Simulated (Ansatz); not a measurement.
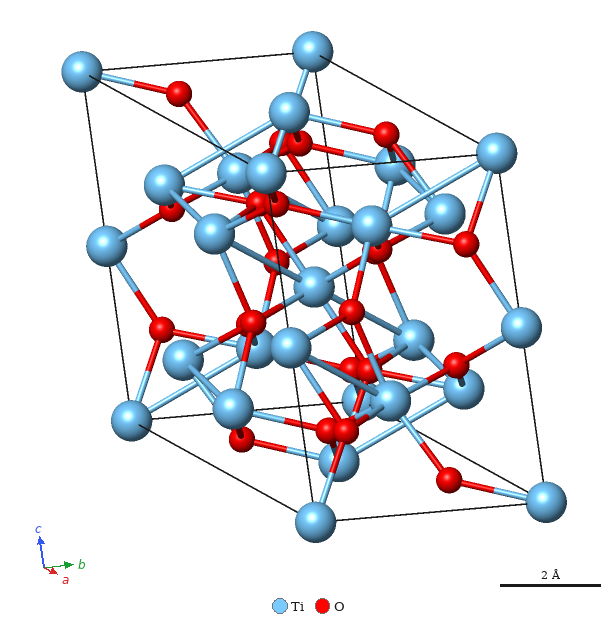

An orthographic ball-and-stick view of the structure, slightly off an axis. The frame is the conventional unit cell; atoms at its boundary are shown with their periodic copies.

Characterise what is shown.

The formula is Ti3O5. Symmetry: C2/c (No. 15), base-centred monoclinic lattice. Atoms per cell: 32 (12 Ti, 20 O). Neighbours within bonding distance: Ti 8 and O 3 to 4 (mean 3.6). Not all metal-metal contacts are counted.

The starting point was a structure listed in the Materials Project. Earlier steps of the study, as a rule a relaxation of our own, may have changed the cell and positions, so they can lie some per cent off the listed ones. It went into a calculation with Ansatz.
